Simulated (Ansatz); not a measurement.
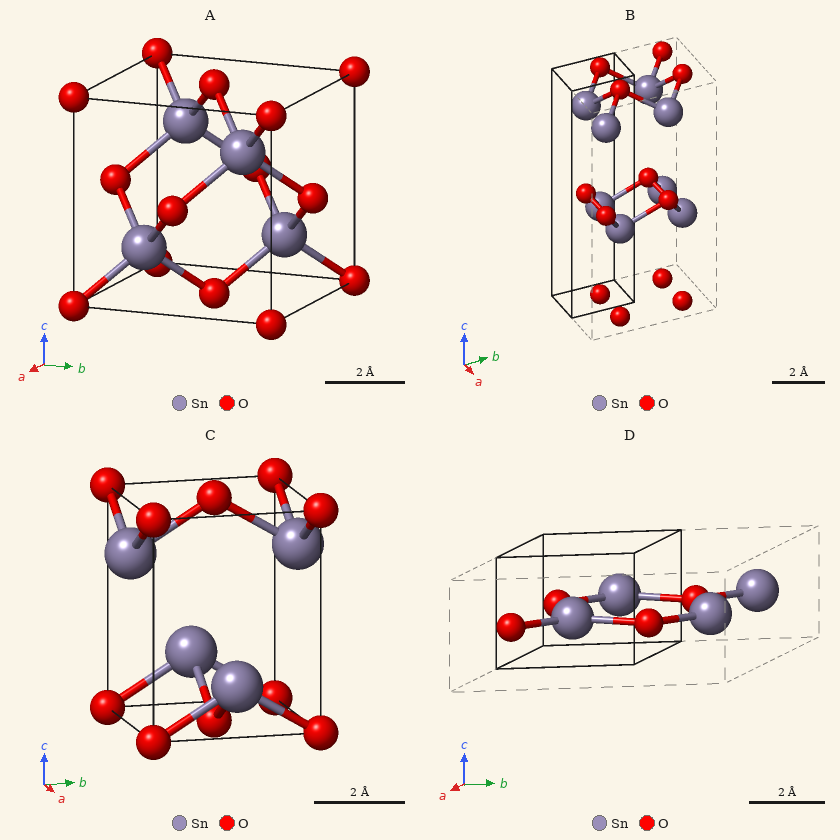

Four structures of SnO, each relaxed to rest (conventional cells in solid outline, small ones repeated, each panel with its own scale). Method: Ansatz 0.2.0, DFT PBE, scalar-relativistic, plane waves, PAW, without spin polarisation.

What are the structures shown?

A: zinc blende (sphalerite type), F-43m; B: 4 atoms a cell on a primitive hexagonal lattice, P6_3mc; C: 4 atoms a cell on a primitive tetragonal lattice, P4/nmm; D: 2 atoms a cell on a primitive hexagonal lattice, P-6m2.

Which of these is lowest in energy, and how far above it do the others lie?

C, then B (+312 meV/atom), D (+397 meV/atom) and A (+460 meV/atom), energies at zero smearing.

Collect the results in a table.

| panel | structure | E − E(lowest) (meV/atom) | volume (Å³/atom) | gap (eV) |
| --- | --- | --- | --- | --- |
| C | P4/nmm | 0 | 19.0 | 0.50 |
| B | P6_3mc | 312 | 22.5 | 1.49 |
| D | P-6m2 | 397 | 19.0 | metal |
| A | F-43m | 460 | 20.6 | metal |

Some of these may be structure types tried for this composition rather than known phases, and the most stable form need not be among them. Gaps are taken on the k-mesh or band path of each run.
